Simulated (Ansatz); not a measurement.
```cif
data_structure
_symmetry_space_group_name_H-M 'P 1'
_symmetry_Int_Tables_number 1
_cell_length_a 5.6843
_cell_length_b 5.6843
_cell_length_c 6.0328
_cell_angle_alpha 90.000
_cell_angle_beta 118.107
_cell_angle_gamma 90.000
_cell_volume 171.94
loop_
_atom_site_label
_atom_site_type_symbol
_atom_site_fract_x
_atom_site_fract_y
_atom_site_fract_z
_atom_site_occupancy
Hf1 Hf 0.50000 0.50000 0.00000 1
Hf2 Hf 0.00000 0.00000 0.00000 1
Hf3 Hf 0.00000 0.75000 0.50000 1
Hf4 Hf 0.50000 0.25000 0.50000 1
O1 O 0.79828 0.75000 0.09655 1
O2 O 0.29828 0.25000 0.09655 1
O3 O 0.29828 0.50000 0.59655 1
O4 O 0.79828 0.00000 0.59655 1
O5 O 0.20172 0.75000 0.90345 1
O6 O 0.70172 0.25000 0.90345 1
O7 O 0.70172 0.50000 0.40345 1
O8 O 0.20172 0.00000 0.40345 1
```

Space group I4₁/amd; a structure from a database of computed crystals, not necessarily the ambient phase.

Theory: DFT PBE, scalar-relativistic, plane waves, PAW (Ansatz).

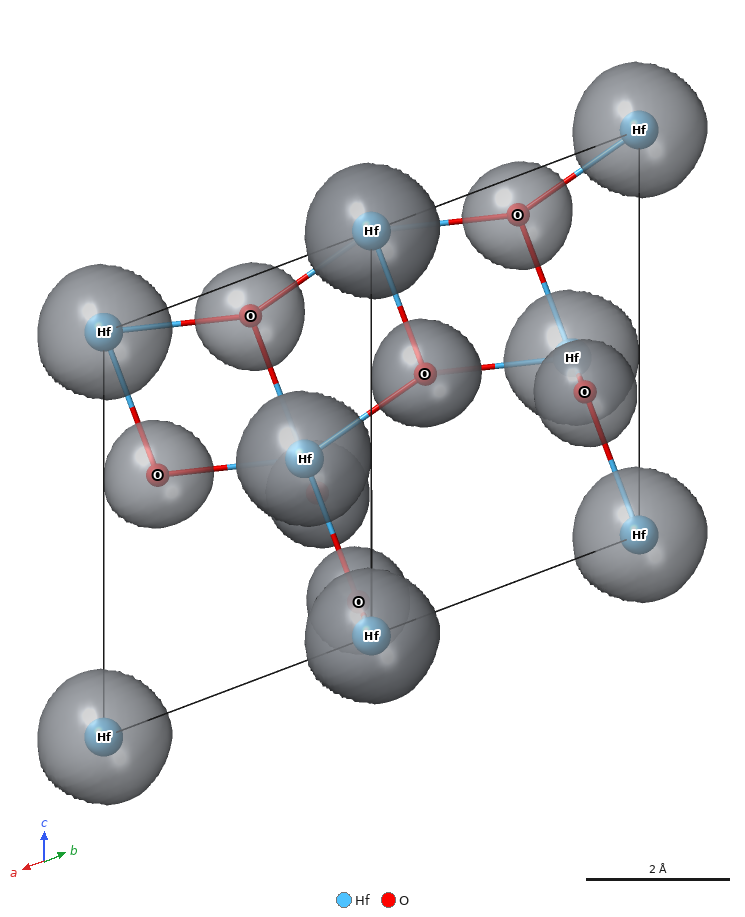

HfO₂. Isosurface of the valence pseudo-density at 1 e/Å³ (grey), seen along [110]. Sticks mark near contacts.

> What does this surface tell about the bonding?

At this value the density breaks into separate islands; it holds about 80 % of the electrons treated as valence (semicore included). It bridges none of the near contacts. It is pinched off along the shortest Hf–O (2.07 Å) and Hf–O (2.15 Å) contacts. On the grid the lowest density along these lines, outside the cores, is 0.73 e/Å³ (Hf–O, 2.07 Å) and 0.61 e/Å³ (Hf–O, 2.15 Å).

> Does the calculation make it a metal, or give it a gap?

It is gapped, with a Kohn–Sham gap of 4.4 eV on the k-point mesh (the band edges may lie off the mesh, which would make the gap smaller).
